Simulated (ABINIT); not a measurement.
## Beyond one shot: CdS (Greenockite)

Aim: iterate the self-energy on CdS (Greenockite) and follow the gap from cycle to cycle.

Calculated with ABINIT 10.8.3; PBE and many-body steps on it, plane waves.

**Experimental background.**

- Gap 2.44 eV: direct optical gap from Tauc plot of (alpha h nu)^2; UV-Vis diffuse reflectance, Tauc plot; powder (hydrothermally grown snowflake-like CdS powder, without cocatalyst) (“Electric double layer-mediated polarization field for optimizing photogenerated carrier dynamics and thermodynamics”, 2023, pmc:10275871).

- Gap 2.5963 ± 0.0002 eV: B gap, Gamma7c-Gamma7v, natural isotopic composition; exciton reflectance; bulk crystal (natural CdS) (quoted in “Isotope dependence of band-gap energy”, 2008, arxiv:0807.2152).

- Gap 2.5809 ± 0.0002 eV: A gap, Gamma7c-Gamma9v, natural isotopic composition; exciton reflectance; bulk crystal (natural CdS) (quoted in “Isotope dependence of band-gap energy”, 2008, arxiv:0807.2152).

Most raw output is cut from this account.

## 1. Starting point

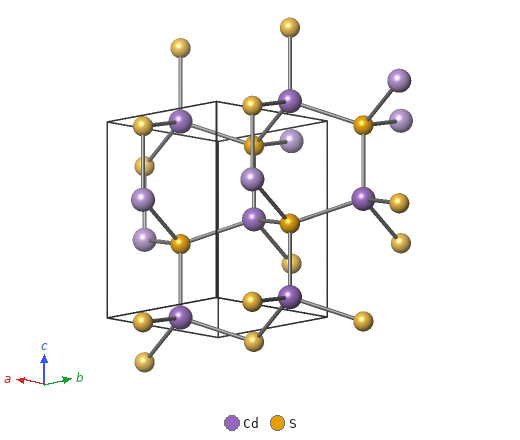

The cell as given, from a free direction (cadmium purple, sulfur orange). 1×2×1 cells are drawn. Some periodic images of atoms are drawn too.

The cell and positions come from the Crystallography Open Database and are kept as given unless a step says otherwise.

## 2. Empty states on the mesh, 3×3×2 mesh, 161 bands

This step: ABINIT 10.8.3; DFT, PBE, plane waves, norm-conserving pseudopotentials.

The sums over transitions need many empty states on a uniform mesh; this step solves for them.

Contents of run.abi:

```
acell 3*1.0 Angstrom
rprim 
  4.137000000025 -0.000000000006 0.000000000000
  -2.068500000008 3.582747095481 0.000000000000
  0.000000000000 0.000000000000 6.714400000000
ntypat 2
znucl 48 16
natom 4
typat 1 1 2 2
xred 
  0.666666666667 0.333333333333 0.000000000000
  0.333333333333 0.666666666667 0.500000000000
  0.666666666667 0.333333333333 0.375000000000
  0.333333333333 0.666666666667 0.875000000000
pp_dirpath "pseudos"
pseudos "Cd.upf, S.upf"
ecut 47
ngkpt 3 3 2
nshiftk 1
shiftk 0 0 0
kptopt 1
chksymbreak 0
iscf -2
irdden 1
istwfk *1
nband 161
nbdbuf 14
tolwfr 1e-09
nstep 60
prtvol 0
indata_prefix "in"
outdata_prefix "out"
tmpdata_prefix "tmp"
```

Started as:

```console
$ OMP_NUM_THREADS=1 mpirun -n 6 abinit run.abi > log
```

Run time: 87 s. Hardware: 6 MPI ranks of Arm Neoverse V1, shared host; peak memory 0.73 GiB; 8.7 min of CPU time.

This step gave:

* gap: 1.198 eV
* k of the valence top: 0, 0, 0
* k of the conduction bottom: 0, 0, 0
* least direct gap: 1.198 eV
* k points computed: 6
* lowest point of the top converged band, above the valence top: 58.7181 eV

On this mesh the gap is 1.198 eV.

The density comes from a self-consistent run that is not shown.

## 3. Screening, 3×3×2 mesh, 147 bands, screening to 130.6 eV

The RPA dielectric matrix is built and inverted for each q.

This step: RPA screening on PBE, plane waves, norm-conserving pseudopotentials.

Changes to run.abi since step 2:

```diff
@@ -22,10 +22,11 @@
 chksymbreak 0
-iscf -2
-irdden 1
 istwfk *1
-nband 161
-nbdbuf 14
-tolwfr 1e-09
-nstep 60
-prtvol 0
+occopt 1
+irdwfk 1
+optdriver 3
+nband 147
+ecuteps 4.8
+inclvkb 2
+awtr 1
+symchi 1
 indata_prefix "in"
```

Started as:

```console
$ OMP_NUM_THREADS=1 mpirun -n 8 abinit run.abi > log
```

Wall time 39 s (8 MPI ranks); peak memory 2.4 GiB.

Numbers from this step:

* ε∞ with local fields, on this mesh, along the program's q direction: 13.57
* the same without local fields: 14.37
* plasma frequency: 26.84 eV
* plane waves in the screening matrix: 325

Local fields lower ε∞ by 6 %. On a Γ-centred mesh this coarse the value itself is usually too large, while a short band sum pulls it down.

## 4. G0W0

The self-energy is evaluated for the states that the input lists, and the levels follow from it, in one-shot runs by the linearised quasiparticle equation.

This step: G0W0 on PBE, plane waves, norm-conserving pseudopotentials.

Changes to run.abi since step 3:

```diff
@@ -25,8 +25,15 @@
 irdwfk 1
-optdriver 3
+optdriver 4
 nband 147
+gwcalctyp 0
+ecutsigx 47
+symsigma 1
+nkptgw 1
+kptgw 
+  0.0000000000 0.0000000000 0.0000000000
+bdgw 
+  25 28
 ecuteps 4.8
-inclvkb 2
-awtr 1
-symchi 1
+irdscr 1
+ppmodel 1
 indata_prefix "in"
```

Wall time 6.1 s (8 MPI ranks); peak memory 1.5 GiB; 48 s of CPU time.

Numbers from this step:

| Property | Result |
| --- | --- |
| G0W0 gap on the points computed | 2.030 eV |
| starting gap on the mesh | 1.198 eV |
| k of the valence top | 0, 0, 0 |
| k of the conduction bottom | 0, 0, 0 |
| Z at the valence top | 0.78 |
| Z at the conduction bottom | 0.813 |
| least direct G0W0 gap on the computed points | 2.030 eV |

The gap on the mesh goes from 1.20 eV to 2.03 eV, a correction of +0.83 eV.

## 5. evGW0, cycle 1

This step: evGW0 on PBE, plane waves, norm-conserving pseudopotentials.

Changes to run.abi since step 4:

```diff
@@ -27,10 +27,20 @@
 nband 147
-gwcalctyp 0
+gwcalctyp 10
 ecutsigx 47
 symsigma 1
-nkptgw 1
+nkptgw 6
 kptgw 
   0.0000000000 0.0000000000 0.0000000000
+  0.3333333333 0.0000000000 0.0000000000
+  0.3333333333 0.3333333333 0.0000000000
+  0.0000000000 0.0000000000 0.5000000000
+  0.3333333333 0.0000000000 0.5000000000
+  0.3333333333 0.3333333333 0.5000000000
 bdgw 
-  25 28
+  11 34
+  11 34
+  11 34
+  11 34
+  11 34
+  11 34
 ecuteps 4.8
```

Run time: 2.4 min. Hardware: 8 MPI ranks; peak memory 5.1 GiB.

This step gave:

```yaml
quasiparticle_gap_on_the_mesh: 2.244 eV
gap_of_the_density_functional_on_the_mesh: 1.198 eV
k_of_the_valence_top: 0, 0, 0
k_of_the_conduction_bottom: 0, 0, 0
z_at_the_valence_top: 0.78
z_at_the_conduction_bottom: 0.813
least_direct_quasiparticle_gap_on_the_computed_points: 2.244 eV
```

Against G0W0 in ABINIT (3×3×2 mesh, 147 bands, screening to 130.6 eV, Godby-Needs plasmon pole), the gap moves by +0.214 eV. This first cycle still uses the starting levels; it takes the full correction, at all points of the mesh, and its linearised value is 2.030 eV.

## 6. evGW0, cycle 2

The corrected levels of the last cycle go back in.

Changes to run.abi since step 5:

```diff
@@ -48,2 +48,3 @@
 ppmodel 1
+irdqps 1
 indata_prefix "in"
```

Elapsed: 2.4 min, on 8 MPI ranks; peak memory 5.1 GiB; 19 min of CPU time.

Numbers from this step:

| Quantity | Value |
| --- | --- |
| quasiparticle gap on the mesh | 2.164 eV |
| gap of the density functional on the mesh | 1.198 eV |
| k of the valence top | 0, 0, 0 |
| k of the conduction bottom | 0, 0, 0 |
| least direct quasiparticle gap on the computed points | 2.164 eV |

Against the cycle before, the gap moves by −0.080 eV.

## 7. evGW0, cycle 3

run.abi is that of step 6.

It took 2.4 min on 8 MPI ranks; peak memory 5.1 GiB.

This step gave:

```yaml
quasiparticle_gap_on_the_mesh: 2.169 eV
gap_of_the_density_functional_on_the_mesh: 1.198 eV
k_of_the_valence_top: 0, 0, 0
k_of_the_conduction_bottom: 0, 0, 0
least_direct_quasiparticle_gap_on_the_computed_points: 2.169 eV
```

Against the cycle before, the gap moves by +0.005 eV.

## 8. Screening, 3×3×2 mesh, 147 bands, screening to 130.6 eV

This step: RPA screening on PBE, plane waves, norm-conserving pseudopotentials.

Contents of run.abi:

```
acell 3*1.0 Angstrom
rprim 
  4.137000000025 -0.000000000006 0.000000000000
  -2.068500000008 3.582747095481 0.000000000000
  0.000000000000 0.000000000000 6.714400000000
ntypat 2
znucl 48 16
natom 4
typat 1 1 2 2
xred 
  0.666666666667 0.333333333333 0.000000000000
  0.333333333333 0.666666666667 0.500000000000
  0.666666666667 0.333333333333 0.375000000000
  0.333333333333 0.666666666667 0.875000000000
pp_dirpath "pseudos"
pseudos "Cd.upf, S.upf"
ecut 47
ngkpt 3 3 2
nshiftk 1
shiftk 0 0 0
kptopt 1
chksymbreak 0
istwfk *1
occopt 1
irdwfk 1
optdriver 3
nband 147
ecuteps 4.8
inclvkb 2
awtr 1
symchi 1
gwcalctyp 10
mbpt_sciss 1.101 eV
nqptdm 1
qptdm 
  0 0 0
indata_prefix "in"
outdata_prefix "out"
tmpdata_prefix "tmp"
```

It took 22 s on 8 MPI ranks; peak memory 2.4 GiB.

This step gave:

* ε∞ with local fields, on this mesh, along the program's q direction: 9.162
* the same without local fields: 9.733
* plasma frequency: 26.84 eV
* plane waves in the screening matrix: 325

This screening uses the functional's bands under a rigid shift, the mean opening of the cycle before.

## 9. Screening, 3×3×2 mesh, 147 bands, screening to 130.6 eV

This step: RPA screening on PBE from quasiparticle energies, plane waves, norm-conserving pseudopotentials.

Changes to run.abi since step 8:

```diff
@@ -31,7 +31,11 @@
 symchi 1
+irdqps 1
 gwcalctyp 10
-mbpt_sciss 1.101 eV
-nqptdm 1
+nqptdm 5
 qptdm 
-  0 0 0
+  0.3333333333 0.0000000000 0.0000000000
+  0.3333333333 0.3333333333 0.0000000000
+  0.0000000000 0.0000000000 0.5000000000
+  0.3333333333 0.0000000000 0.5000000000
+  0.3333333333 0.3333333333 0.5000000000
 indata_prefix "in"
```

Contents of mrgscr.stdin:

```
2
merged
q0_SCR
out_SCR
1
```

Started as:

```console
$ OMP_NUM_THREADS=1 mpirun -n 8 abinit run.abi > log; mrgscr < mrgscr.stdin
```

Wall time 21 s (8 MPI ranks); peak memory 2.1 GiB; 2.8 min of CPU time.

Numbers from this step:

- plasma frequency: 26.84 eV
- plane waves in the screening matrix: 325

This screening reads the quasiparticle levels of the cycle before.

## 10. evGW, cycle 1

This step: evGW on PBE, plane waves, norm-conserving pseudopotentials.

Changes to run.abi since step 9:

```diff
@@ -25,12 +25,10 @@
 irdwfk 1
-optdriver 3
+optdriver 4
 nband 147
-ecuteps 4.8
-inclvkb 2
-awtr 1
-symchi 1
-irdqps 1
 gwcalctyp 10
-nqptdm 5
-qptdm 
+ecutsigx 47
+symsigma 1
+nkptgw 6
+kptgw 
+  0.0000000000 0.0000000000 0.0000000000
   0.3333333333 0.0000000000 0.0000000000
@@ -40,2 +38,13 @@
   0.3333333333 0.3333333333 0.5000000000
+bdgw 
+  11 34
+  11 34
+  11 34
+  11 34
+  11 34
+  11 34
+ecuteps 4.8
+irdscr 1
+ppmodel 1
+irdqps 1
 indata_prefix "in"
```

Started as:

```console
$ OMP_NUM_THREADS=1 mpirun -n 8 abinit run.abi > log
```

Elapsed: 2.4 min, on 8 MPI ranks; peak memory 5.1 GiB.

Numbers from this step:

| Property | Result |
| --- | --- |
| quasiparticle gap on the mesh | 2.393 eV |
| gap of the density functional on the mesh | 1.198 eV |
| k of the valence top | 0, 0, 0 |
| k of the conduction bottom | 0, 0, 0 |
| least direct quasiparticle gap on the computed points | 2.393 eV |

Against G0W0 in ABINIT (3×3×2 mesh, 147 bands, screening to 130.6 eV, Godby-Needs plasmon pole), the gap moves by +0.363 eV.

## 11. Screening, 3×3×2 mesh, 147 bands, screening to 130.6 eV

This step: RPA screening on PBE, plane waves, norm-conserving pseudopotentials.

Contents of run.abi:

```
acell 3*1.0 Angstrom
rprim 
  4.137000000025 -0.000000000006 0.000000000000
  -2.068500000008 3.582747095481 0.000000000000
  0.000000000000 0.000000000000 6.714400000000
ntypat 2
znucl 48 16
natom 4
typat 1 1 2 2
xred 
  0.666666666667 0.333333333333 0.000000000000
  0.333333333333 0.666666666667 0.500000000000
  0.666666666667 0.333333333333 0.375000000000
  0.333333333333 0.666666666667 0.875000000000
pp_dirpath "pseudos"
pseudos "Cd.upf, S.upf"
ecut 47
ngkpt 3 3 2
nshiftk 1
shiftk 0 0 0
kptopt 1
chksymbreak 0
istwfk *1
occopt 1
irdwfk 1
optdriver 3
nband 147
ecuteps 4.8
inclvkb 2
awtr 1
symchi 1
gwcalctyp 10
mbpt_sciss 1.346 eV
nqptdm 1
qptdm 
  0 0 0
indata_prefix "in"
outdata_prefix "out"
tmpdata_prefix "tmp"
```

It took 22 s on 8 MPI ranks; peak memory 2.4 GiB; 2.9 min of CPU time.

This step gave:

```
ε∞ with local fields, on this mesh, along the program's q direction : 8.638
the same without local fields                                       : 9.180
plasma frequency                                                    : 26.84 eV
plane waves in the screening matrix                                 : 325
```

This screening uses the functional's bands under a rigid shift, the mean opening of the cycle before.

## 12. Screening, 3×3×2 mesh, 147 bands, screening to 130.6 eV

This step: RPA screening on PBE from quasiparticle energies, plane waves, norm-conserving pseudopotentials.

Changes to run.abi since step 11:

```diff
@@ -31,7 +31,11 @@
 symchi 1
+irdqps 1
 gwcalctyp 10
-mbpt_sciss 1.346 eV
-nqptdm 1
+nqptdm 5
 qptdm 
-  0 0 0
+  0.3333333333 0.0000000000 0.0000000000
+  0.3333333333 0.3333333333 0.0000000000
+  0.0000000000 0.0000000000 0.5000000000
+  0.3333333333 0.0000000000 0.5000000000
+  0.3333333333 0.3333333333 0.5000000000
 indata_prefix "in"
```

mrgscr.stdin is that of step 9.

Started as:

```console
$ OMP_NUM_THREADS=1 mpirun -n 8 abinit run.abi > log; mrgscr < mrgscr.stdin
```

The job ended after 21 s (8 MPI ranks; peak memory 2.1 GiB; 2.8 min of CPU time).

Numbers from this step:

| Quantity | Value |
| --- | --- |
| plasma frequency | 26.84 eV |
| plane waves in the screening matrix | 325 |

This screening reads the quasiparticle levels of the cycle before.

## 13. evGW, cycle 2

This step: evGW on PBE, plane waves, norm-conserving pseudopotentials.

Changes to run.abi since step 12:

```diff
@@ -25,12 +25,10 @@
 irdwfk 1
-optdriver 3
+optdriver 4
 nband 147
-ecuteps 4.8
-inclvkb 2
-awtr 1
-symchi 1
-irdqps 1
 gwcalctyp 10
-nqptdm 5
-qptdm 
+ecutsigx 47
+symsigma 1
+nkptgw 6
+kptgw 
+  0.0000000000 0.0000000000 0.0000000000
   0.3333333333 0.0000000000 0.0000000000
@@ -40,2 +38,13 @@
   0.3333333333 0.3333333333 0.5000000000
+bdgw 
+  11 34
+  11 34
+  11 34
+  11 34
+  11 34
+  11 34
+ecuteps 4.8
+irdscr 1
+ppmodel 1
+irdqps 1
 indata_prefix "in"
```

Started as:

```console
$ OMP_NUM_THREADS=1 mpirun -n 8 abinit run.abi > log
```

Run time: 2.4 min. Hardware: 8 MPI ranks; peak memory 5.1 GiB.

This step gave:

```
quasiparticle gap on the mesh                         : 2.418 eV
gap of the density functional on the mesh             : 1.198 eV
k of the valence top                                  : 0, 0, 0
k of the conduction bottom                            : 0, 0, 0
least direct quasiparticle gap on the computed points : 2.418 eV
```

Against the cycle before, the gap moves by +0.025 eV.

## 14. Screening, 3×3×2 mesh, 147 bands, screening to 130.6 eV

This step: RPA screening on PBE, plane waves, norm-conserving pseudopotentials.

Contents of run.abi:

```
acell 3*1.0 Angstrom
rprim 
  4.137000000025 -0.000000000006 0.000000000000
  -2.068500000008 3.582747095481 0.000000000000
  0.000000000000 0.000000000000 6.714400000000
ntypat 2
znucl 48 16
natom 4
typat 1 1 2 2
xred 
  0.666666666667 0.333333333333 0.000000000000
  0.333333333333 0.666666666667 0.500000000000
  0.666666666667 0.333333333333 0.375000000000
  0.333333333333 0.666666666667 0.875000000000
pp_dirpath "pseudos"
pseudos "Cd.upf, S.upf"
ecut 47
ngkpt 3 3 2
nshiftk 1
shiftk 0 0 0
kptopt 1
chksymbreak 0
istwfk *1
occopt 1
irdwfk 1
optdriver 3
nband 147
ecuteps 4.8
inclvkb 2
awtr 1
symchi 1
gwcalctyp 10
mbpt_sciss 1.374 eV
nqptdm 1
qptdm 
  0 0 0
indata_prefix "in"
outdata_prefix "out"
tmpdata_prefix "tmp"
```

Run time: 22 s. Hardware: 8 MPI ranks; peak memory 2.4 GiB; 2.9 min of CPU time.

Numbers from this step:

* ε∞ with local fields, on this mesh, along the program's q direction: 8.583
* the same without local fields: 9.123
* plasma frequency: 26.84 eV
* plane waves in the screening matrix: 325

This screening uses the functional's bands under a rigid shift, the mean opening of the cycle before.

## 15. Screening, 3×3×2 mesh, 147 bands, screening to 130.6 eV

This step: RPA screening on PBE from quasiparticle energies, plane waves, norm-conserving pseudopotentials.

Changes to run.abi since step 14:

```diff
@@ -31,7 +31,11 @@
 symchi 1
+irdqps 1
 gwcalctyp 10
-mbpt_sciss 1.374 eV
-nqptdm 1
+nqptdm 5
 qptdm 
-  0 0 0
+  0.3333333333 0.0000000000 0.0000000000
+  0.3333333333 0.3333333333 0.0000000000
+  0.0000000000 0.0000000000 0.5000000000
+  0.3333333333 0.0000000000 0.5000000000
+  0.3333333333 0.3333333333 0.5000000000
 indata_prefix "in"
```

mrgscr.stdin is that of step 12.

Started as:

```console
$ OMP_NUM_THREADS=1 mpirun -n 8 abinit run.abi > log; mrgscr < mrgscr.stdin
```

Wall time 21 s (8 MPI ranks); peak memory 2.1 GiB.

Numbers from this step:

```yaml
plasma_frequency: 26.84 eV
plane_waves_in_the_screening_matrix: 325
```

This screening reads the quasiparticle levels of the cycle before.

## 16. evGW, cycle 3

This step: evGW on PBE, plane waves, norm-conserving pseudopotentials.

Changes to run.abi since step 15:

```diff
@@ -25,12 +25,10 @@
 irdwfk 1
-optdriver 3
+optdriver 4
 nband 147
-ecuteps 4.8
-inclvkb 2
-awtr 1
-symchi 1
-irdqps 1
 gwcalctyp 10
-nqptdm 5
-qptdm 
+ecutsigx 47
+symsigma 1
+nkptgw 6
+kptgw 
+  0.0000000000 0.0000000000 0.0000000000
   0.3333333333 0.0000000000 0.0000000000
@@ -40,2 +38,13 @@
   0.3333333333 0.3333333333 0.5000000000
+bdgw 
+  11 34
+  11 34
+  11 34
+  11 34
+  11 34
+  11 34
+ecuteps 4.8
+irdscr 1
+ppmodel 1
+irdqps 1
 indata_prefix "in"
```

Started as:

```console
$ OMP_NUM_THREADS=1 mpirun -n 8 abinit run.abi > log
```

Elapsed: 2.4 min, on 8 MPI ranks; peak memory 5.1 GiB; 19 min of CPU time.

Numbers from this step:

- quasiparticle gap on the mesh: 2.421 eV
- gap of the density functional on the mesh: 1.198 eV
- k of the valence top: 0, 0, 0
- k of the conduction bottom: 0, 0, 0
- least direct quasiparticle gap on the computed points: 2.421 eV

Against the cycle before, the gap moves by +0.003 eV.

## 17. Side by side

Times are wall times on 8 MPI ranks of Arm Neoverse V1, shared host, good to a factor of about two. A run's time includes the screening step that it read.

| run | mesh | bands | screening cutoff (eV) | DFT gap (eV) | gap on the mesh (eV) | direct (eV) | ε∞ used | time |
| --- | --- | --- | --- | --- | --- | --- | --- | --- |
| G0W0 | 3×3×2 | 147 | 130.6 | 1.198 | 2.030 | 2.030 | 13.57 | 45 s |
| evGW0, cycle 1 | 3×3×2 | 147 | 130.6 | 1.198 | 2.244 | 2.244 | 13.57 | 3 min |
| evGW0, cycle 2 | 3×3×2 | 147 | 130.6 | 1.198 | 2.164 | 2.164 | 13.57 | 3 min |
| evGW0, cycle 3 | 3×3×2 | 147 | 130.6 | 1.198 | 2.169 | 2.169 | 13.57 | 3 min |
| evGW, cycle 1 | 3×3×2 | 147 | 130.6 | 1.198 | 2.393 | 2.393 | 9.16 | 3.1 min |
| evGW, cycle 2 | 3×3×2 | 147 | 130.6 | 1.198 | 2.418 | 2.418 | 8.64 | 3.1 min |
| evGW, cycle 3 | 3×3×2 | 147 | 130.6 | 1.198 | 2.421 | 2.421 | 8.58 | 3.1 min |

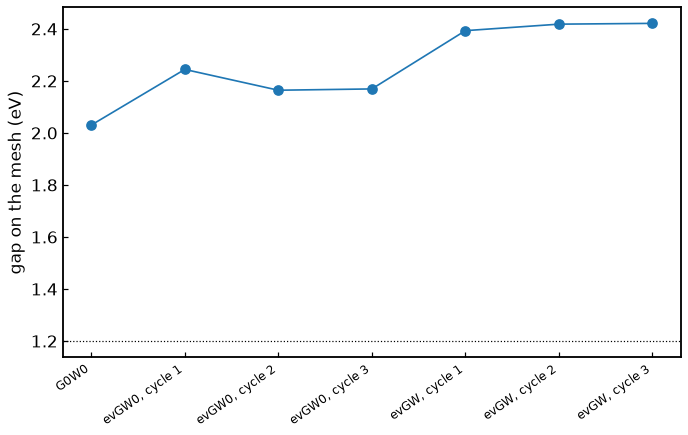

The gap through the cycles; the dotted line is the starting gap.

## 18. Outcome

- G0W0: 2.030 eV
- evGW0, cycle 1: 2.244 eV
- evGW0, cycle 2: 2.164 eV
- evGW0, cycle 3: 2.169 eV
- evGW, cycle 1: 2.393 eV
- evGW, cycle 2: 2.418 eV
- evGW, cycle 3: 2.421 eV
- known limits: not at the basis limit; no spin-orbit coupling; coarse k mesh

Only the bands that the input lists are updated; the others, empty or deep, keep the functional's energies or take a rigid shift. The evGW loop starts from the last levels of evGW0, so its cycles and time come on top of those. evGW0 ends at 2.17 eV, +0.14 eV from G0W0, after 3 cycles that took 7.1 min beside the first screening; the last moved the gap by 0.005 eV. evGW ends at 2.42 eV, +0.39 eV from G0W0, after 3 cycles that took 9.2 min beside the first screening; the last moved the gap by 0.003 eV. The first cycle of evGW0 takes the full correction, without the factor Z, so it overshoots the one-shot value. Against experiment, by evGW, cycle 3: the direct gap of 2.42 eV lies −0.02 eV from the measured 2.44 eV (direct, 2023); the direct gap of 2.42 eV lies −0.18 eV from the measured 2.5963 ± 0.0002 eV (exciton, quoted 2008); the direct gap of 2.42 eV lies −0.16 eV from the measured 2.5809 ± 0.0002 eV (exciton, quoted 2008). An exciton line or allowed optical edge lies below the quasiparticle gap by the binding energy; a forbidden edge can push the onset above it. These are gaps on the mesh, at modest bands and cutoff. The calculation has static nuclei and no excitons; a measured gap holds zero-point and thermal motion, which mostly lowers it. Bands and cutoff are finite, so the gap is not at the basis limit. The miss can reach some tenths of an eV and take either sign; the mesh is an error of its own. The 3×3×2 mesh is coarse for this cell, which bears on the long-range parts of exchange and screening. In the updated screening the q = 0 part is built from Kohn-Sham bands under a rigid shift, the other q from the quasiparticle levels. The many-body steps are scalar-relativistic: spin-orbit coupling is not in them.

[Paths, hosts, dates, memory and timing lines, banners, echoed tables and standing remarks are left out of the program output.]

[Logs are printed without paths, hosts, clocks, repeated set-up lines and the standing remarks that a program may print on its own settings, such as how far it seeks lower states.]

[Runs of the session that timed out or met a known fault of the program may be left out.]

[Hosts, paths, dates, database ids (printed as entryN), source tags and the programs' standing remarks are cut or masked in the printed files.]

[G0W0 gaps are taken among the corrected bands and points alone; a level outside them can change the order at an edge.]

[Where Ansatz stands beside ABINIT at settings called matched, ABINIT's density can come from a denser mesh and the files from another edition; pairs whose starting gaps differed by over 0.03 eV were left out, so agreement reads better than it is.]
